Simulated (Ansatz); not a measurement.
# What a change does: single-point calculation on Si

System: Si (P6/mmm, 3 atoms in the cell).
Method of the first run: DFT, revPBE, plane waves (420 eV) with PAW, scalar-relativistic, no spin polarisation (Ansatz 0.2.0).

Text and figures count atoms from 1; the logs count them from 0 in places.

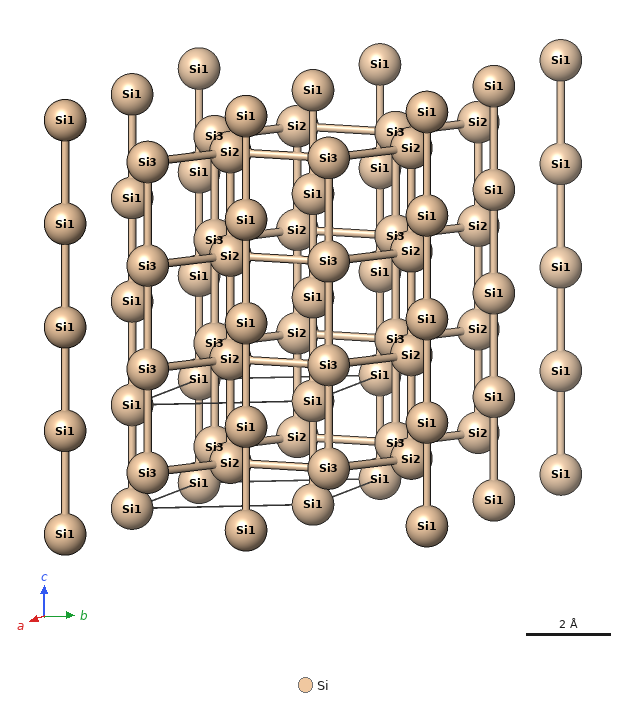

**Figure 1.** The structure (ball-and-stick view of the cell of the calculation, repeated 2 × 2 × 4, seen slightly off an axis; atoms are numbered from 1 in the order of the input). Near neighbours in the crystal (not all of them lie inside the picture): Si has 2 Si at 2.50 Å; Si has 5 Si at 2.50 to 2.52 Å.

**The input, the first run**
```yaml
crystal:
  lattice:
    - [4.3661152503, 0.0, 0.0]
    - [-2.1830576252, 3.7811667226, 0.0]
    - [0.0, 0.0, 2.4997841868]
  atoms:
    - { symbol: Si, position: [1.0, 0.0, 0.0] }
    - { symbol: Si, position: [0.3333333333, 0.6666666667, 0.5] }
    - { symbol: Si, position: [0.6666666667, 0.3333333333, 0.5] }
hamiltonian:
  xc: revpbe
  pseudopotentials:
    kind: paw
    azcp:
      Si: "pseudopotentials/Si.paw.azcp"
basis:
  ecutwfc: 420
  fft_grid_basis: typed
kpoints:
  mp_grid: { grid: [9, 9, 14], shift: [0, 0, 0] }
magnetization:
  spin_polarized: false
scf:
  occupations: { method: fermi_dirac, width: 0.1 }
  lower_state_search: "off"
output:
  stress: true
  write_density: true
  write_potential: true
  elf: true
  volumetric_format: npy
```

Hardware: 2 threads of an x86-64 CPU, shared host.

**Output, shortened to warnings, some set-up lines, iterations and results (the first run)**
```
Basis set: ecut = 420 eV, 819 PW (Γ)
Symmetry: 24 space group operations
k-points: 96 of 1134
Initial density: superposition of atomic densities (neutral atoms: chi_scale 0, normalization atom), corrected by the library's trained network
[...]
SCF iter   1: F=—  HF=-1912.467516 eV  |F-HF|=—  |Δ(HF+E_count)|=         —  Δρ=3.19e-3  dr2=3.78e-3  ethr=1.77e-3  ⟨swp⟩=5.2  Hψ=6734  notcnv=0
SCF iter   2: F=—  HF=-1912.467474 eV  |F-HF|=—  |Δ(HF+E_count)|=   4.17e-5  Δρ=1.89e-3  dr2=1.24e-3  ethr=3.15e-5  ⟨swp⟩=1.2  Hψ=1796  notcnv=0
SCF iter   3: F=—  HF=-1912.467362 eV  |F-HF|=—  |Δ(HF+E_count)|=   1.13e-4  Δρ=2.56e-4  dr2=8.09e-5  ethr=1.03e-5  ⟨swp⟩=2.0  Hψ=1544  notcnv=0
SCF iter   4: F=—  HF=-1912.467336 eV  |F-HF|=—  |Δ(HF+E_count)|=   2.63e-5  Δρ=5.71e-5  dr2=4.43e-7  ethr=6.74e-7  ⟨swp⟩=2.4  Hψ=1458  notcnv=0
SCF iter   5: F=-1912.467336 eV  HF=-1912.467336 eV  |F-HF|=7.48e-9  |Δ(HF+E_count)|=   6.90e-7  Δρ=6.70e-6  dr2=2.75e-8  ethr=3.69e-9  ⟨swp⟩=2.1  Hψ=1555  notcnv=0
SCF iter   6: F=-1912.467336 eV  HF=-1912.467336 eV  |F-HF|=3.92e-10  |Δ(HF+E_count)|=   4.42e-9  Δρ=1.28e-6  dr2=2.90e-10  ethr=2.29e-10  ⟨swp⟩=5.0  Hψ=5125  notcnv=0
SCF 1 converged in 6 iterations: F = -1912.467336 eV  dr2 = 2.90e-10
SCF converged after 6 iterations
Free energy (F): -1912.467336 eV
Harris-Foulkes:  -1912.467336 eV  (|F-HF|=3.92e-10)
Internal energy: -1912.429040 eV  (E = F + TS)
E sigma→0 (E₀):  -1912.448188 eV
Entropy (-TS):   -0.038296 eV (-12.765 meV/atom)
Fermi energy:    11.407667 eV
--- Per-component energies (eV) ---
  E_band       = 66.987843
  E_kinetic    = 126.650812
  E_local      = 12.849402  (includes V_loc(G=0)·N_el)
  E_nonlocal   = 75.427558
  E_hartree    = 1.294876
  E_xc         = -169.627539
  E_vxc        = -145.203923  (∫ρ·V_xc dr)
  E_paw        = -1543.119943  (= ΣΔE_a)
  E_vpaw       = -5.325762  (= ΣTr[D̂ρ^β])
  E_aug_tail   = 0.000021  (compensation charges beyond the density's cutoff)
  E_ewald      = -415.847330
  E_core_change = -0.056896  (= ΣΔE_core)
  E_smearing   = -0.038296  (= −TS)
  E_closure    = 0.000000  (closes the sum)
  Σ components = -1912.467336   (vs F -1912.467336, Δ=0.00e0)
--- Stress (GPa, compression-positive) ---
        7.539560       0.000000       0.000000
        0.000000       7.539560       0.000000
        0.000000       0.000000      12.430140
  P = ⅓ Tr σ = 9.1698 GPa (91.698 kbar)
```

The input of the second run differs as follows (lines with − go, lines with + come):
```diff
-    - [4.3661152503, 0.0, 0.0]
-    - [-2.1830576252, 3.7811667226, 0.0]
-    - [0.0, 0.0, 2.4997841868]
+    - [4.3018983448, 0.0, 0.0]
+    - [-2.1509491724, 3.7255532511, 0.0]
+    - [0.0, 0.0, 2.4630173138]
```

How does the second run compare with the first run?

With the same functional and potentials, the second run lies 45.8 meV per atom higher. The pressure goes from 9.17 to 15.59 GPa. The volume per atom goes from 13.76 to 13.16 Å³. The cell is scaled evenly with the atoms at fixed fractional positions, so −ΔP/Δ ln V estimates the bulk modulus midway between the two volumes: about 140 GPa. The number of SCF iterations is the same. The plane waves at Γ go from 819 to 747.

**Output, shortened to warnings, some set-up lines, iterations and results (the second run)**
```
Basis set: ecut = 420 eV, 747 PW (Γ)
Symmetry: 24 space group operations
k-points: 96 of 1134
Initial density: superposition of atomic densities (neutral atoms: chi_scale 0, normalization atom), corrected by the library's trained network
[...]
SCF iter   1: F=—  HF=-1912.330579 eV  |F-HF|=—  |Δ(HF+E_count)|=         —  Δρ=3.52e-3  dr2=4.92e-3  ethr=1.77e-3  ⟨swp⟩=5.2  Hψ=6779  notcnv=0
SCF iter   2: F=—  HF=-1912.330259 eV  |F-HF|=—  |Δ(HF+E_count)|=   3.20e-4  Δρ=2.06e-3  dr2=1.54e-3  ethr=4.10e-5  ⟨swp⟩=1.1  Hψ=1755  notcnv=0
SCF iter   3: F=—  HF=-1912.330039 eV  |F-HF|=—  |Δ(HF+E_count)|=   2.20e-4  Δρ=2.58e-4  dr2=7.55e-5  ethr=1.28e-5  ⟨swp⟩=2.1  Hψ=1524  notcnv=0
SCF iter   4: F=—  HF=-1912.330017 eV  |F-HF|=—  |Δ(HF+E_count)|=   2.21e-5  Δρ=5.31e-5  dr2=5.34e-7  ethr=6.29e-7  ⟨swp⟩=2.4  Hψ=1469  notcnv=0
SCF iter   5: F=-1912.330017 eV  HF=-1912.330017 eV  |F-HF|=6.18e-9  |Δ(HF+E_count)|=   2.89e-7  Δρ=5.76e-6  dr2=1.99e-8  ethr=4.45e-9  ⟨swp⟩=2.1  Hψ=1541  notcnv=0
SCF iter   6: F=-1912.330017 eV  HF=-1912.330017 eV  |F-HF|=2.30e-10  |Δ(HF+E_count)|=   3.03e-9  Δρ=9.33e-7  dr2=1.31e-10  ethr=1.65e-10  ⟨swp⟩=4.9  Hψ=5127  notcnv=0
SCF 1 converged in 6 iterations: F = -1912.330017 eV  dr2 = 1.31e-10
SCF converged after 6 iterations
Free energy (F): -1912.330017 eV
Harris-Foulkes:  -1912.330017 eV  (|F-HF|=2.30e-10)
Internal energy: -1912.291889 eV  (E = F + TS)
E sigma→0 (E₀):  -1912.310953 eV
Entropy (-TS):   -0.038128 eV (-12.709 meV/atom)
Fermi energy:    12.053365 eV
--- Per-component energies (eV) ---
  E_band       = 72.785928
  E_kinetic    = 129.754730
  E_local      = 17.277048  (includes V_loc(G=0)·N_el)
  E_nonlocal   = 75.851702
  E_hartree    = 1.130427
  E_xc         = -170.851949
  E_vxc        = -146.839455  (∫ρ·V_xc dr)
  E_paw        = -1543.342051  (= ΣΔE_a)
  E_vpaw       = -5.518963  (= ΣTr[D̂ρ^β])
  E_aug_tail   = 0.000022  (compensation charges beyond the density's cutoff)
  E_ewald      = -422.054922
  E_core_change = -0.056896  (= ΣΔE_core)
  E_smearing   = -0.038128  (= −TS)
  E_closure    = 0.000000  (closes the sum)
  Σ components = -1912.330017   (vs F -1912.330017, Δ=0.00e0)
--- Stress (GPa, compression-positive) ---
       13.406175       0.000000      -0.000000
        0.000000      13.406175      -0.000000
       -0.000000      -0.000000      19.958955
  P = ⅓ Tr σ = 15.5904 GPa (155.904 kbar)
```

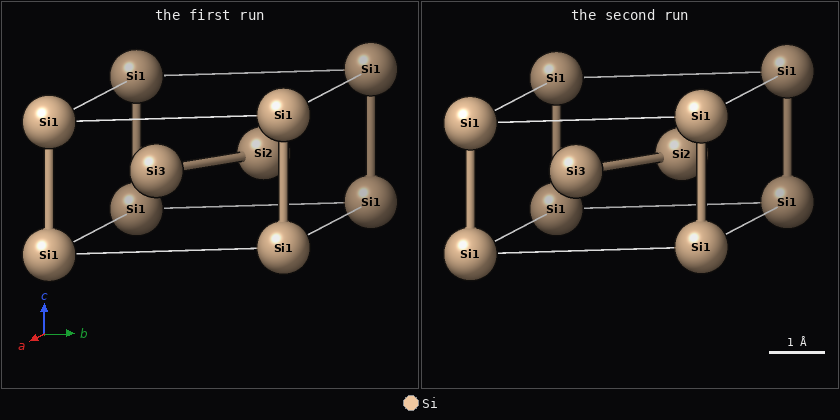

**Figure 2.** The two input geometries at one scale (ball-and-stick view of the cell of the calculation, seen slightly off an axis). The atoms keep their places relative to the cell (all moves are under 0.005 Å). The volume changes by −4.3 %, with a = b 4.366 → 4.302 Å (−1.5 %), c 2.500 → 2.463 Å (−1.5 %). Among the contacts that change: Si2–Si3 2.521 → 2.484 Å, Si1–Si1 2.500 → 2.463 Å.

**The two runs side by side**

```csv
quantity,the first run,the second run
outcome,converged,converged
free energy per atom (eV),−637.4891,−637.4433
"energy per atom, smearing taken to zero (eV)",−637.4827,−637.4370
pressure (GPa),9.17,15.59
volume per atom (Å³),13.76,13.16
SCF iterations,6,6
irreducible k-points,96,96
plane waves at Γ,819,747
wall time (shared host),1.4 s,1.4 s
```

For the first run: The cell is under a pressure of 9.2 GPa at this level, so it is not at its equilibrium volume. For the second run: The cell is under a pressure of 15.6 GPa at this level, so it is not at its equilibrium volume.
